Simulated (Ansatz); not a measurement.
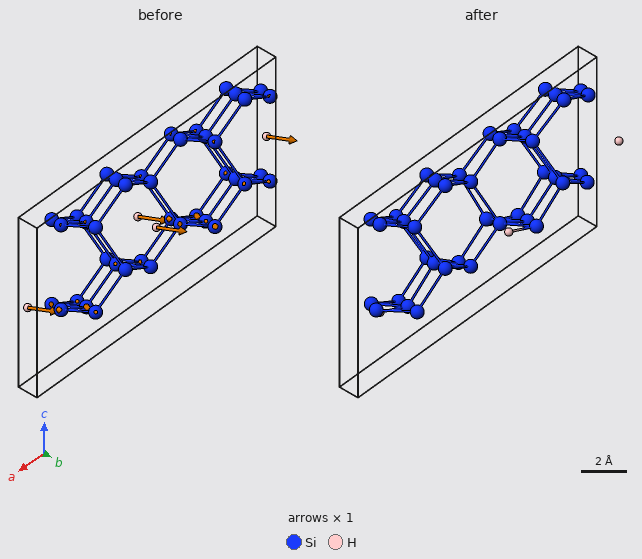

The structure of a defect cell of composition Si16H (cell charge +1) before (left) and after (right) a relaxation, at one scale. The orange arrows give the displacements, at their true length.

The picture is a ball-and-stick view of the conventional cell (2 times the calculation's cell) (origin shifted), seen from a free direction. Lengths and directions refer to the drawn axes.

It is an interstitial H in diamond Si. The run prepares an end point of a later path (interstitial hop) calculation, from a guessed geometry.

Theory: DFT PBE, scalar-relativistic, plane waves, PAW in Ansatz 0.2.0.

Input file:
```yaml
crystal:
  lattice:
    - [0.0, 5.43, 5.43]
    - [5.43, 0.0, 5.43]
    - [5.43, 5.43, 0.0]
  atoms:
    - { symbol: Si, position: [0.0, 0.0, 0.0] }
    - { symbol: Si, position: [0.125, 0.125, 0.125] }
    - { symbol: Si, position: [0.0, 0.0, 0.5] }
    - { symbol: Si, position: [0.125, 0.125, 0.625] }
    - { symbol: Si, position: [0.0, 0.5, 0.0] }
    - { symbol: Si, position: [0.125, 0.625, 0.125] }
    - { symbol: Si, position: [0.0, 0.5, 0.5] }
    - { symbol: Si, position: [0.125, 0.625, 0.625] }
    - { symbol: Si, position: [0.5, 0.0, 0.0] }
    - { symbol: Si, position: [0.625, 0.125, 0.125] }
    - { symbol: Si, position: [0.5, 0.0, 0.5] }
    - { symbol: Si, position: [0.625, 0.125, 0.625] }
    - { symbol: Si, position: [0.5, 0.5, 0.0] }
    - { symbol: Si, position: [0.625, 0.625, 0.125] }
    - { symbol: Si, position: [0.5, 0.5, 0.5] }
    - { symbol: Si, position: [0.625, 0.625, 0.625] }
    - { symbol: H, position: [0.24338556, 0.24758769, 0.25615797] }
total_charge: 1
basis:
  ecutwfc: 420.0
kpoints:
  mp_grid: { grid: [2, 2, 2] }
hamiltonian:
  xc: pbe
scf:
  occupations: { method: gaussian, width: 0.05 }
  lower_state_search: "off"
relax:
  f_tol: 0.03
  max_steps: 60
  adjacent_minimum: "off"
output:
  write_density: true
  write_potential: true
  elf: true
  volumetric_format: npy
```

Run as
```bash
ansatz run input.yaml --threads 1 --pin off --max-ram 3072MiB --backend cpu --events-out ev --progress --plain --runs-dir out
```

What changed between the two?

H17 moves most: 1.48 Å roughly along [−2 1 −2]. By element the largest moves are H 1.48 Å, Si 0.34 Å. The cell stays as it was. Among the contacts that change: Si3–H17 2.666 → 1.606 Å, Si4–H17 2.313 → 1.607 Å, Si3–Si4 2.351 → 2.939 Å, Si1–Si4 2.351 → 2.320 Å. New bonds form: Si3–H17 (2.67 → 1.61 Å), Si4–H17 (2.31 → 1.61 Å). Bond angles that change, for instance: Si2–Si1–Si4 109.5° → 95.4°, Si3–Si8–Si7 109.5° → 96.5°, Si3–Si12–Si11 109.5° → 98.8°. Over 12 geometry steps the energy falls by 1.117 eV per cell of the calculation. The largest force component goes from 0.31 to 0.026 eV/Å. Cost: 78 s on 1 thread of Intel(R) Xeon(R) Platinum 8259CL CPU @ 2.50GHz (Skylake/Cascade Lake), with other jobs on the host, peak memory 0.63 GiB.

Limits of the set-up: the periodic images lie only 7.7 Å apart, so the values are limited by the cell's size; the cell is charged, on a uniform background, and energies carry no finite-size correction.
